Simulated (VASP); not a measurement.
Single-point calculation at one volume of an equation of state, with input and output: Al₂O₃

The run: single-point calculation at one volume of an equation of state of Al₂O₃ (P-6m2, 5 atoms in the cell). Method and program: Kohn-Sham DFT of a periodic cell, LDA, VASP PAW LDA potentials, recommended, no spin polarisation (VASP 6.6.1).

The structure derives from a Materials Project entry.

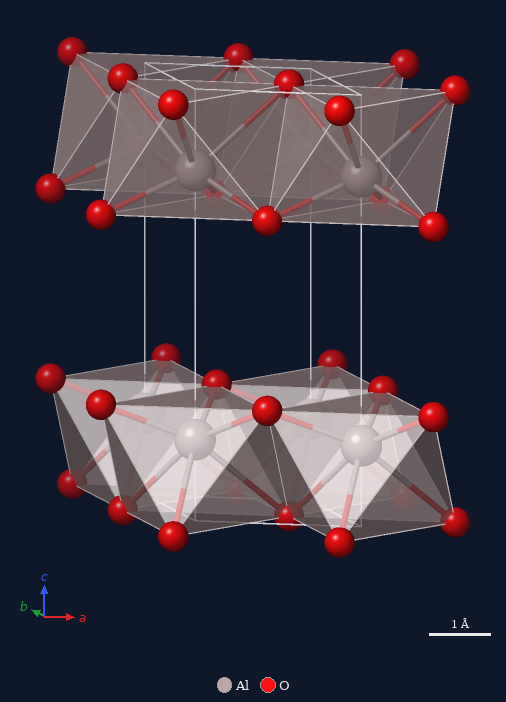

Fig. 1: The structure as given in the input (polyhedral view of the cell of the calculation, seen slightly off an axis; polyhedra are completed across the faces of the cell). An atom can appear more than once, as a periodic image.

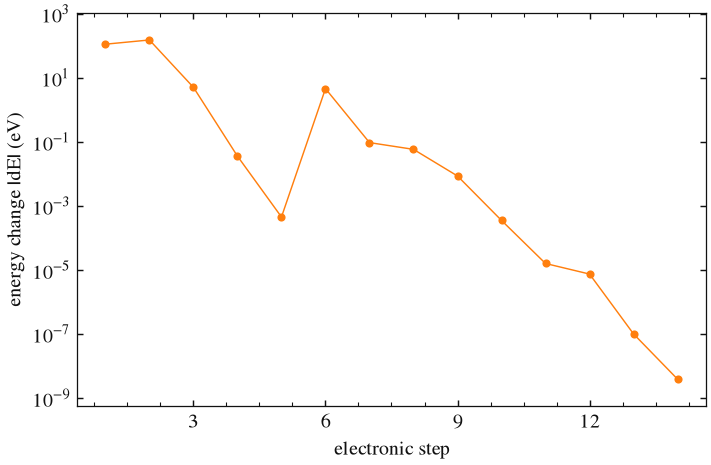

Fig. 2: Convergence of the self-consistent field: energy change |dE| against the electronic step. It takes 14 electronic steps. The density is held fixed in the first few steps, and dE rises again when its update begins.

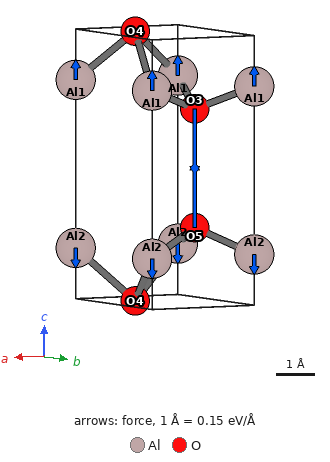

Fig. 3: Forces on the atoms as blue arrows (ball-and-stick view of the cell of the calculation, seen at an oblique angle; atoms are numbered from 1 in the order of the input). The largest act on O3, O5 (0.27 eV/Å); Al1, Al2 (0.09 eV/Å). The geometry is not a stationary point of this energy.

The input that produced these results follows, with the program's output.

## INCAR
```
SYSTEM = Al2O3
PREC = Accurate
ENCUT = 520
EDIFF = 1E-6
ISMEAR = 0
SIGMA = 0.02
LREAL = .FALSE.
LASPH = .TRUE.
NELM = 60
ALGO = Normal
ISIF = 2
LWAVE = .FALSE.
LCHARG = .FALSE.
KPAR = 2
```

## KPOINTS
```
Automatic mesh
0
G
  10 10 4
  0 0 0
```

## POSCAR
```
Al2O3                                   
1.0
    2.8231152624      0.0000000000     -0.0000000000
   -1.4115576312      2.4448895350     -0.0000000000
   -0.0000000000      0.0000000000      7.2440431767
  Al              O             
     2     3
Direct
     0.0000000000000000    0.0000000000000000    0.8116365107900276
     0.0000000000000000    0.0000000000000000    0.1883634892099724
     0.3333333332999970    0.6666666667000030    0.7201581273202735
     0.6666666667000030    0.3333333332999970    0.0000000000000000
     0.3333333332999970    0.6666666667000030    0.2798418726797264
```

Run as:
```bash
cat potpaw_LDA.64/Al/POTCAR potpaw_LDA.64/O/POTCAR > POTCAR
mpirun -np 2 vasp_std > vasp.out
```

## OSZICAR
```
N       E                     dE             d eps       ncg     rms          rms(c)
DAV:   1     0.112335448706E+03    0.11234E+03   -0.13146E+04  1344   0.138E+03
DAV:   2    -0.398297554839E+02   -0.15217E+03   -0.14845E+03  1712   0.290E+02
DAV:   3    -0.448798009841E+02   -0.50500E+01   -0.50437E+01  1824   0.620E+01
DAV:   4    -0.449156908185E+02   -0.35890E-01   -0.35887E-01  1776   0.534E+00
DAV:   5    -0.449161427457E+02   -0.45193E-03   -0.45192E-03  1792   0.552E-01    0.130E+01
DAV:   6    -0.403144217399E+02    0.46017E+01   -0.19965E+01  1512   0.340E+01    0.486E+00
DAV:   7    -0.402193890693E+02    0.95033E-01   -0.41219E-01  1760   0.539E+00    0.241E+00
DAV:   8    -0.401608817106E+02    0.58507E-01   -0.55565E-02  1800   0.246E+00    0.812E-01
DAV:   9    -0.401522611538E+02    0.86206E-02   -0.13152E-02  1760   0.125E+00    0.154E-01
DAV:  10    -0.401526140860E+02   -0.35293E-03   -0.25465E-03  1592   0.444E-01    0.123E-01
DAV:  11    -0.401526300531E+02   -0.15967E-04   -0.78551E-04  1752   0.317E-01    0.436E-02
DAV:  12    -0.401526375243E+02   -0.74711E-05   -0.11184E-04  1424   0.101E-01    0.120E-02
DAV:  13    -0.401526374233E+02    0.10094E-06   -0.30932E-05  1864   0.464E-02    0.601E-03
DAV:  14    -0.401526374272E+02   -0.39017E-08   -0.42027E-06  1520   0.198E-02
   1 F= -.40152637E+02 E0= -.40152637E+02  d E =-.292714E-19
```

## Parts of OUTCAR
```
SYSTEM = Al2O3
   PREC = Accurate
   ENCUT = 520
   EDIFF = 1E-6
   ISMEAR = 0
   LREAL = .FALSE.
   LASPH = .TRUE.
   NELM = 60
   ISIF = 2

 ion  position               nearest neighbor table
   1  0.000  0.000  0.812-   3 1.76   3 1.76   3 1.76   4 2.13   4 2.13   4 2.13   2 2.73
   2  0.000  0.000  0.188-   5 1.76   5 1.76   5 1.76   4 2.13   4 2.13   4 2.13   1 2.73
   3  0.333  0.667  0.720-   1 1.76   1 1.76   1 1.76
   4  0.667  0.333  0.000-   1 2.13   2 2.13   1 2.13   2 2.13   1 2.13   2 2.13
   5  0.333  0.667  0.280-   2 1.76   2 1.76   2 1.76

  LATTYP: Found a hexagonal cell.
 ALAT       =     2.8231152624
 C/A-ratio  =     2.5659749969

  Lattice vectors:

 A1 = (   2.8231152624,   0.0000000000,   0.0000000000)
 A2 = (  -1.4115576312,   2.4448895350,   0.0000000000)
 A3 = (   0.0000000000,   0.0000000000,   7.2440431767)

Analysis of symmetry for initial positions (statically):
=====================================================================
 Subroutine PRICEL returns:
 Original cell was already a primitive cell.

 Routine SETGRP: Setting up the symmetry group for a
 hexagonal supercell.

 Subroutine GETGRP returns: Found 12 space group operations
 (whereof 12 operations were pure point group operations)
 out of a pool of 24 trial point group operations.

The static configuration has the point symmetry D_3h.

Analysis of symmetry for dynamics (positions and initial velocities):
=====================================================================
 Subroutine PRICEL returns:
 Original cell was already a primitive cell.

 Routine SETGRP: Setting up the symmetry group for a
 hexagonal supercell.

 Subroutine GETGRP returns: Found 12 space group operations
 (whereof 12 operations were pure point group operations)
 out of a pool of 24 trial point group operations.

The dynamic configuration has the point symmetry D_3h.

 Subroutine INISYM returns: Found 12 space group operations
 (whereof 12 operations are pure point group operations),
 and found     1 'primitive' translations

----------------------------------------------------------------------------------------

                                     Primitive cell

  volume of cell :      49.9999

  direct lattice vectors                    reciprocal lattice vectors
     2.823115262  0.000000000  0.000000000     0.354218623  0.204508217  0.000000000
    -1.411557631  2.444889535  0.000000000     0.000000000  0.409016434  0.000000000
     0.000000000  0.000000000  7.244043177     0.000000000  0.000000000  0.138044456

  length of vectors
     2.823115262  2.823115262  7.244043177     0.409016434  0.409016434  0.138044456

  position of ions in fractional coordinates (direct lattice)
     0.000000000  0.000000000  0.811636511
     0.000000000  0.000000000  0.188363489
     0.333333333  0.666666667  0.720158127
     0.666666667  0.333333333  0.000000000
     0.333333333  0.666666667  0.279841873

  ion indices of the primitive-cell ions
   primitive index   ion index
                 1           1
                 2           2
                 3           3
                 4           4
                 5           5

----------------------------------------------------------------------------------------

 KPOINTS: Automatic mesh

Automatic generation of k-mesh.
 Grid dimensions read from file:
 generate k-points for:   10   10    4

 Generating k-lattice:

  Cartesian coordinates                     Fractional coordinates (reciprocal lattice)
     0.035421862  0.020450822  0.000000000     0.100000000  0.000000000  0.000000000
     0.000000000  0.040901643  0.000000000     0.000000000  0.100000000  0.000000000
     0.000000000  0.000000000  0.034511114     0.000000000  0.000000000  0.250000000

  Length of vectors
     0.040901643  0.040901643  0.034511114

  Shift w.r.t. Gamma in fractional coordinates (k-lattice)
     0.000000000  0.000000000  0.000000000

 Subroutine IBZKPT returns following result:
 ===========================================

 Found     42 irreducible k-points:

 Following reciprocal coordinates:
            Coordinates               Weight
  0.000000  0.000000  0.000000      1.000000
  0.100000 -0.000000  0.000000      6.000000
  0.200000 -0.000000  0.000000      6.000000
  0.300000 -0.000000  0.000000      6.000000
  0.400000 -0.000000  0.000000      6.000000
  0.500000  0.000000  0.000000      3.000000
  0.100000  0.100000  0.000000      6.000000
  0.200000  0.100000  0.000000     12.000000
  0.300000  0.100000  0.000000     12.000000
  0.400000  0.100000  0.000000     12.000000
  0.200000  0.200000  0.000000      6.000000
  0.300000  0.200000  0.000000     12.000000
  0.400000  0.200000  0.000000      6.000000
  0.300000  0.300000  0.000000      6.000000
  0.000000  0.000000  0.250000      2.000000
  0.100000 -0.000000  0.250000     12.000000
  0.200000 -0.000000  0.250000     12.000000
  0.300000 -0.000000  0.250000     12.000000
  0.400000 -0.000000  0.250000     12.000000
  0.500000  0.000000  0.250000      6.000000
  0.100000  0.100000  0.250000     12.000000
  0.200000  0.100000  0.250000     24.000000
  0.300000  0.100000  0.250000     24.000000
  0.400000  0.100000  0.250000     24.000000
 [... further k-points ...]
   k-points           NKPTS =     42   k-points in BZ     NKDIM =     42   number of bands    NBANDS=     16
   number of dos      NEDOS =    301   number of ions     NIONS =      5
   total plane-waves  NPLWV =  31104
   dimension x,y,z NGX =    24 NGY =   24 NGZ =   54
   dimension x,y,z NGXF=    48 NGYF=   48 NGZF=  108
   ions per type =               2   3
   NGX,Y,Z   is equivalent  to a cutoff of  14.13, 14.13, 12.39 a.u.
   NGXF,Y,Z  is equivalent  to a cutoff of  28.27, 28.27, 24.79 a.u.
 SYSTEM =  Al2O3
   PREC   = accura    normal or accurate (medium, high low for compatibility)
   ISTART =      0    job   : 0-new  1-cont  2-samecut
   ICHARG =      2    charge: 1-file 2-atom 10-const
   ISPIN  =      1    spin polarized calculation?
   LNONCOLLINEAR =      F non collinear calculations
   LSORBIT =      F    spin-orbit coupling
   LASPH  =      T    aspherical Exc in radial PAW
   ENCUT  =  520.0 eV  38.22 Ry    6.18 a.u.   5.25  5.25 13.47*2*pi/ulx,y,z
   NELM   =     60;   NELMIN=  2; NELMDL= -5     # of ELM steps
   EDIFF  = 0.1E-05   stopping-criterion for ELM
   LREAL  =      F    real-space projection
   EDIFFG = 0.1E-04   stopping-criterion for IOM
   NSW    =      0    number of steps for IOM
   IBRION =     -1    ionic relax: 0-MD 1-quasi-New 2-CG
   NFREE  =      0    steps in history (QN), initial steepest desc. (CG)
   ISIF   =      2    stress and relaxation
   ISYM   =      2    0-nonsym 1-usesym 2-fastsym
   POTIM  = 0.5000    time-step for ionic-motion
   TEBEG  =    0.0;   TEEND  =   0.0 temperature during run
   PSTRESS=    0.0 pullay stress
   NELECT =      24.0000    total number of electrons
   NUPDOWN=      -1.0000    fix difference up-down
   EMIN   =  10.00;   EMAX   =-10.00  energy-range for DOS
   EFERMI =   0.00;   METHOD = LEGACY
   ISMEAR =     0;   SIGMA  =   0.02  broadening in eV -4-tet -1-fermi 0-gaus
   EFERMI_NEDOS =   21; number of points for ismear=-14 and -15
   IALGO  =     38    algorithm
   IMIX   =      4    mixing-type and parameters
     AMIX     =   0.40;   BMIX     =  1.00
     AMIX_MAG =   1.60;   BMIX_MAG =  1.00
  volume/ion in A,a.u.               =      10.00        67.48
  Fermi-wavevector in a.u.,A,eV,Ry     =   1.281806  2.422262 22.354733  1.643027
  Thomas-Fermi vector in A             =   2.414154
   LORBIT       =      0    0 simple, 1 ext, 2 COOP (PROOUT), +10 PAW based schemes
   GGA     = CA    functional components
   LHFCALC =     F    Hartree Fock is set to
   AEXX    =    0.0000 exact exchange contribution
   IVDW    =     0    specifies the selected vdW correction
   LEPSILON=     F    determine dielectric tensor
   LRPA    =     F    only Hartree local field effects (RPA)
 non-spin polarized calculation
 Gauss-broadening in eV      SIGMA  =   0.02
  energy-cutoff  :      520.00
  volume of cell :       50.00
 maximum number of plane-waves:      1376
 NGX is ok and might be reduce to    24
   NGX = 11   NGY = 11   NGZ = 27

 number of electron      24.0000000 magnetization

 Free energy of the ion-electron system (eV)
  ---------------------------------------------------
  ext. energy  EPLUGINS =         0.00000000
  ---------------------------------------------------
  free energy    TOTEN  =       -40.15263743 eV

  energy without entropy =      -40.15263743  energy(sigma->0) =      -40.15263743

 E-fermi :   3.9070     XC(G=0): -10.9863     alpha+bet :-14.3036

 val. band max:        3.7865256961   @ k =   0.1000   0.1000   0.0000
 cond. band min:       8.7167787677   @ k =   0.0000   0.0000   0.0000
 fundamental gap:      4.9302530716
 Fermi energy:         3.9070140076

 k-point     1 :       0.0000    0.0000    0.0000
  band No.  band energies     occupation
      1     -15.4292      2.00000
      2     -14.0877      2.00000
      3     -12.8476      2.00000
      4      -1.6276      2.00000
      5       1.0323      2.00000
      6       1.9687      2.00000
      7       1.9687      2.00000
      8       2.3304      2.00000
      9       2.3304      2.00000
     10       2.9374      2.00000
     11       2.9374      2.00000
     12       3.6116      2.00000
     13       8.7168      0.00000
     14      11.4619      0.00000
     15      12.5943      0.00000
     16      15.2985      0.00000

 k-point     2 :       0.1000   -0.0000    0.0000
  band No.  band energies     occupation
      1     -15.2917      2.00000
      2     -13.9834      2.00000
      3     -12.7949      2.00000
      4      -1.5627      2.00000
      5       0.7680      2.00000
      6       1.7384      2.00000
      7       1.8340      2.00000
      8       1.8346      2.00000
      9       2.2517      2.00000
     10       2.4757      2.00000
     11       2.9021      2.00000
     12       3.7389      2.00000
     13       9.3204      0.00000
     14      11.8200      0.00000
     15      12.9795      0.00000
     16      15.2591      0.00000

 k-point     3 :       0.2000   -0.0000    0.0000
  band No.  band energies     occupation
      1     -14.9000      2.00000
      2     -13.6966      2.00000
      3     -12.6649      2.00000
      4      -1.4849      2.00000
      5      -0.2154      2.00000
      6       0.9367      2.00000
      7       1.0039      2.00000
      8       1.5194      2.00000
      9       2.0537      2.00000
     10       2.2017      2.00000
     11       2.7873      2.00000
     12       3.7584      2.00000
     13      10.5147      0.00000
     14      12.4696      0.00000
     15      13.7199      0.00000
     16      15.0358      0.00000

 k-point     4 :       0.3000   -0.0000    0.0000
  band No.  band energies     occupation
      1     -14.3233      2.00000
      2     -13.3093      2.00000
      3     -12.5436      2.00000
      4      -1.7597      2.00000
      5      -1.4893      2.00000
      6      -0.0967      2.00000
      7       0.6801      2.00000
      8       1.1808      2.00000
      9       1.8231      2.00000
     10       2.4148      2.00000
     11       2.6236      2.00000
     12       3.5243      2.00000
     13      11.3729      0.00000
     14      12.8661      0.00000
     15      13.7221      0.00000
     16      14.5510      0.00000

 k-point     5 :       0.4000   -0.0000    0.0000
  band No.  band energies     occupation
      1     -13.7039      2.00000
      2     -12.9624      2.00000
      3     -12.5472      2.00000
      4      -2.4800      2.00000
      5      -2.3038      2.00000
      6      -0.8549      2.00000
      7       0.9345      2.00000
      8       0.9735      2.00000
      9       1.6467      2.00000
     10       2.4841      2.00000
     11       2.6574      2.00000
     12       3.1264      2.00000
     13      11.5243      0.00000
     14      12.7848      0.00000
     15      13.2260      0.00000
     16      14.8538      0.00000

 [... the levels of 18 k-points are left out ...]

 k-point    24 :       0.4000    0.1000    0.2500
  band No.  band energies     occupation
      1     -13.3984      2.00000
      2     -12.8471      2.00000
      3     -12.5826      2.00000
      4      -2.6469      2.00000
      5      -2.4232      2.00000
      6      -0.9474      2.00000
      7       0.4831      2.00000
      8       0.8297      2.00000
      9       1.5392      2.00000
     10       2.0464      2.00000
     11       2.7222      2.00000
     12       3.2445      2.00000
     13      11.9936      0.00000
     14      13.0642      0.00000
     15      13.2732      0.00000
     16      14.7058      0.00000

 [... further k-points ...]

------------------------ aborting loop because EDIFF is reached ----------------------------------------

  FORCE on cell =-STRESS in cart. coord.  units (eV):
  Direction    XX          YY          ZZ          XY          YZ          ZX
  --------------------------------------------------------------------------------------
  -------------------------------------------------------------------------------------
  Total        1.6403769      1.6403769      0.8699083      0.0000000      0.0000000      0.0000000
  in kB       52.5636288     52.5636288     27.8750207      0.0000000      0.0000000      0.0000000
  external PRESSURE =      44.3340928 kB  Pullay stress =       0.0000000 kB

 VOLUME and BASIS-vectors are now :
 -----------------------------------------------------------------------------
  energy-cutoff  :      520.00
  volume of cell :       50.00
      direct lattice vectors                 reciprocal lattice vectors
     2.823115262  0.000000000  0.000000000     0.354218623  0.204508217  0.000000000
    -1.411557631  2.444889535  0.000000000     0.000000000  0.409016434  0.000000000
     0.000000000  0.000000000  7.244043177     0.000000000  0.000000000  0.138044456

 POSITION                                       TOTAL-FORCE (eV/Angst)
 -----------------------------------------------------------------------------------
      0.00000      0.00000      5.87953        -0.000000      0.000000      0.085786
      0.00000      0.00000      1.36451        -0.000000      0.000000     -0.085786
     -0.00000      1.62993      5.21686         0.000000      0.000000     -0.268433
      1.41156      0.81496      0.00000         0.000000      0.000000      0.000000
     -0.00000      1.62993      2.02719        -0.000000     -0.000000      0.268433
 -----------------------------------------------------------------------------------
    total drift:                                0.000000     -0.000000      0.000000

  FREE ENERGIE OF THE ION-ELECTRON SYSTEM (eV)
  ---------------------------------------------------
  free  energy   TOTEN  =       -40.1526374272 eV

  energy  without entropy=      -40.1526374272  energy(sigma->0) =      -40.15263743
```

## CONTCAR
```
Al2O3
   1.00000000000000
     2.8231152624000000    0.0000000000000000    0.0000000000000000
    -1.4115576312000000    2.4448895350000002    0.0000000000000000
     0.0000000000000000    0.0000000000000000    7.2440431767000000
  Al              O
     2     3
Direct
     0.0000000000000000    0.0000000000000000    0.8116365107900307
     0.0000000000000000    0.0000000000000000    0.1883634892099693
     0.3333333332999970    0.6666666667000030    0.7201581273202748
     0.6666666667000030    0.3333333332999970    0.0000000000000000
     0.3333333332999970    0.6666666667000030    0.2798418726797252

  0.00000000E+00  0.00000000E+00  0.00000000E+00
  0.00000000E+00  0.00000000E+00  0.00000000E+00
  0.00000000E+00  0.00000000E+00  0.00000000E+00
  0.00000000E+00  0.00000000E+00  0.00000000E+00
  0.00000000E+00  0.00000000E+00  0.00000000E+00
```

## Results in brief

```json
{"quantity": "outcome", "value": "converged"}
{"quantity": "space group (tolerance 0.01 Å)", "value": "P-6m2 (187)"}
{"quantity": "electrons treated", "value": "24"}
{"quantity": "free energy", "value": "−40.1526 eV"}
{"quantity": "gap on the k-point mesh", "value": "4.93 eV"}
{"quantity": "pressure", "value": "4.43 GPa"}
{"quantity": "largest force (length of the vector)", "value": "0.268 eV/Å"}
{"quantity": "hardware", "value": "2 threads of Intel Xeon (Sapphire Rapids), 176 GiB of memory available, shared host"}
{"quantity": "wall time", "value": "19 s (CPU time 37 s)"}
{"quantity": "peak memory", "value": "0.14 GiB"}
```
